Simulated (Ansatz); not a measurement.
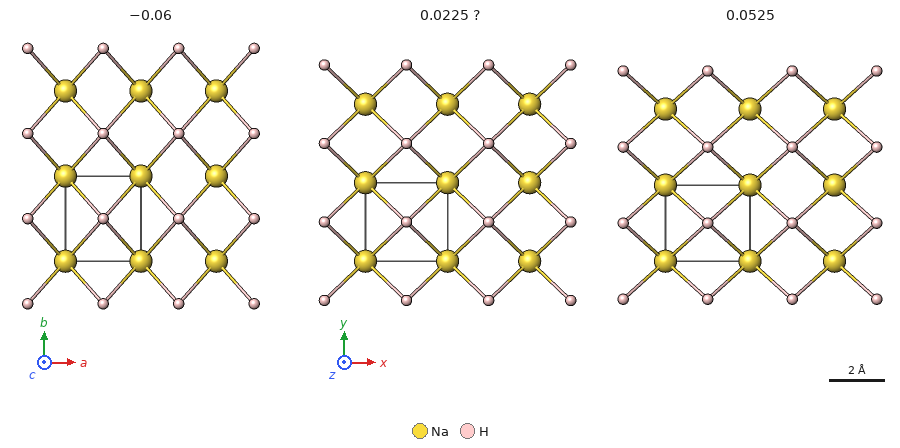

A scan of crystalline NaH (Pm-3m): the cell is strained along x and oppositely along y, with the atoms kept at their fractional coordinates. x, y and z are the Cartesian axes of the input. The picture is a ball-and-stick view of the cell of the calculation, repeated 2 × 2 × 3 with one cell outlined, seen along the c axis.

Method: DFT PBE, scalar-relativistic, plane waves, PAW (Ansatz 0.2.0). Settings: plane-wave cutoff 420 eV; k-point mesh 10 × 10 × 10; occupations gaussian; smearing width 0.05 eV; no spin polarisation. Energies (free energies at the smearing named) are counted from the cell as listed in its source, which wasn't relaxed.

| strain | E − E(ref) (meV/atom) |
| --- | --- |
| −0.0600 | 33.1 |
| −0.0300 | 8.2 |
| 0.0000 | 0.0 |
| 0.0075 | 0.5 |
| 0.0150 | 2.1 |
| 0.0225 | ? |
| 0.0375 | 12.9 |
| 0.0450 | 18.6 |
| 0.0525 | 25.3 |

Question: One row is withheld. What is its energy?

Answer: A straight line between the two neighbours gives 5.7 meV/atom. A cubic through the four nearest rows (0.0075, 0.0150, 0.0375, 0.0450) gives, with Lagrange weights, (−0.3000)(0.5) + (1.0000)(2.1) + (0.5000)(12.9) + (−0.2000)(18.6) = 4.7 meV/atom. The calculation gives 4.6 meV/atom, so the cubic is 0.1 meV/atom too high and the straight line 1.1 meV/atom too high, as the curve bends upwards here.

The whole profile:

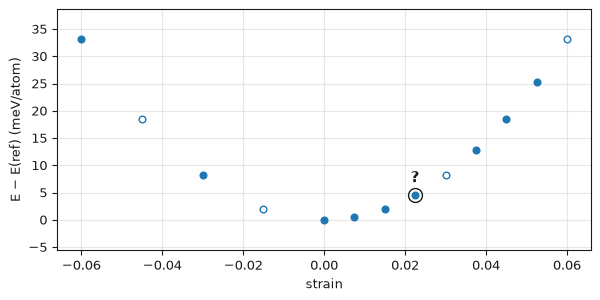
